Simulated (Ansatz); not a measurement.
Consider Al3Cu2.

Space group P-3m1. The cell comes from a database of computed structures, not from a measurement.

```xyz
5
Lattice="4.0920 0.0000 0.0000 -2.0460 3.5437 0.0000 0.0000 0.0000 4.9928" Properties=species:S:1:pos:R:3 pbc="T T T"
Al    0.0000    0.0000    0.0000
Al    0.0000    2.3625    1.7471
Al    2.0460    1.1812    3.2457
Cu    0.0000    2.3625    4.1915
Cu    2.0460    1.1812    0.8013
```

Level of theory: DFT PBEsol, scalar-relativistic, plane waves, PAW in Ansatz.

Question: Which states lie at the band edges, or at the Fermi level if it is a metal?

Answer: The calculation finds no gap at the Fermi level. The states at the Fermi level: Al 3p (55 %), Al 3s (25 %) and Cu 3d (10 %) by Löwdin projection on a minimal orbital set; in space Cu about 60 % and Al about 40 %. The two measures disagree here: the projection uses a minimal set of atomic orbitals, while the spatial cells share out diffuse density by volume.

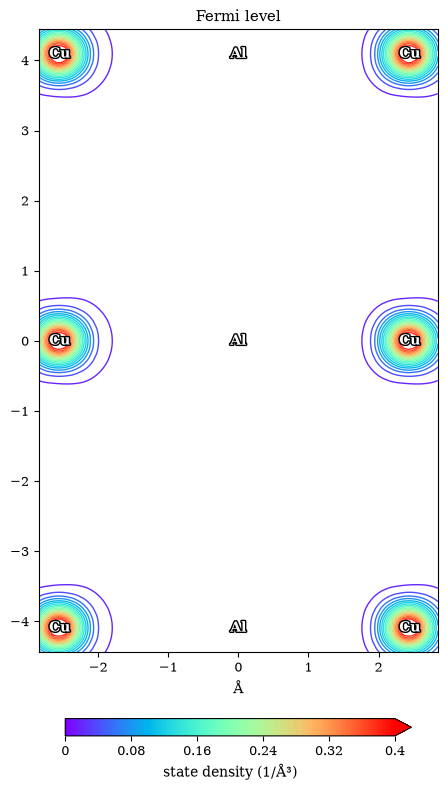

Computed densities of these states (window −0.25 to +0.25 eV about the Fermi level) on the (11̄0) plane of the conventional cell.

In a PAW calculation such maps are meaningful between the atoms, not at the nuclei.
